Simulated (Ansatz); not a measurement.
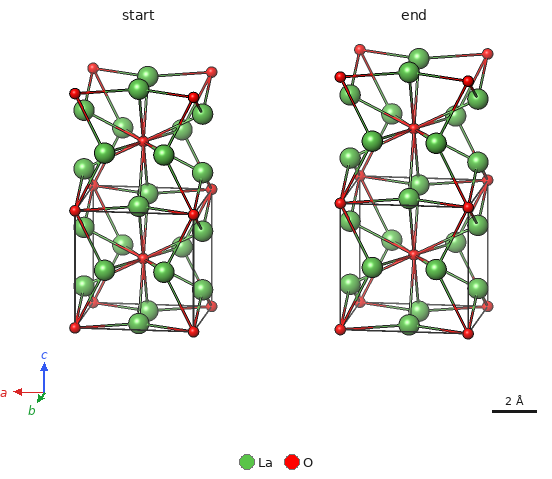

The structure of a crystal of La₃O (a generated structure, set up in Pm-3n) (coarse preliminary run) before (left) and after (right) a relaxation, at one scale.

Style: ball-and-stick. Shown: the cell of the calculation, repeated 1 × 1 × 2 with one cell outlined, from a free direction.

All numbers below come from Ansatz, DFT PBE, scalar-relativistic, plane waves, PAW.

Input
```yaml
crystal:
  lattice:
    - [5.51631788, 0.0, 0.0]
    - [0.0, 5.51631788, 0.0]
    - [0.0, 0.0, 5.51631788]
  atoms:
    - { symbol: La, position: [0.25, 0.0, 0.5] }
    - { symbol: La, position: [0.75, 0.0, 0.5] }
    - { symbol: La, position: [0.0, 0.5, 0.25] }
    - { symbol: La, position: [0.0, 0.5, 0.75] }
    - { symbol: La, position: [0.5, 0.75, 0.0] }
    - { symbol: La, position: [0.5, 0.25, 0.0] }
    - { symbol: O, position: [0.0, 0.0, 0.0] }
    - { symbol: O, position: [0.5, 0.5, 0.5] }
basis:
  ecutwfc: 420
kpoints:
  mp_grid: { grid: [4, 4, 4] }
hamiltonian:
  xc: pbe
scf:
  occupations: { method: gaussian, width: 0.1 }
  lower_state_search: "off"
output:
  forces: true
  stress: true
  eigenvalues: true
relax:
  adjacent_minimum: "off"
  f_tol: 0.04
  max_steps: 70
  cell: { stress_tol: 0.4 }
```

Command:
```bash
ansatz run input.yaml --threads 1 --pin off --max-ram 2560MiB --backend cpu --events-out ev --progress --plain --runs-dir out
```

What changed between the two?

The energy falls by 180 meV per atom in 4 accepted moves (6 points after the start). All forces vanish by symmetry, so only the cell relaxes. Pressure: 13.38 GPa at the start and 0.13 GPa at the end. The SCF was repeated twice at an unchanged geometry on a basis and grid sized afresh for the cell, which shifted the energy by 12.9 meV per atom at most. No atom moves by more than 0.005 Å relative to the cell. The drawn cell changes as follows: a = b = c 5.516 → 5.946 Å (+7.8 %); the volume changes by +25.2 %. Among the contacts that change: La1–La3 3.378 → 3.641 Å, La1–O7 3.084 → 3.324 Å, La1–La2 2.758 → 2.973 Å. The space group stays Pm-3n (No. 223). Cost: 37 s on 1 thread of Intel(R) Xeon(R) 6975P-C (Granite Rapids) (shared host), peak memory 0.51 GiB.
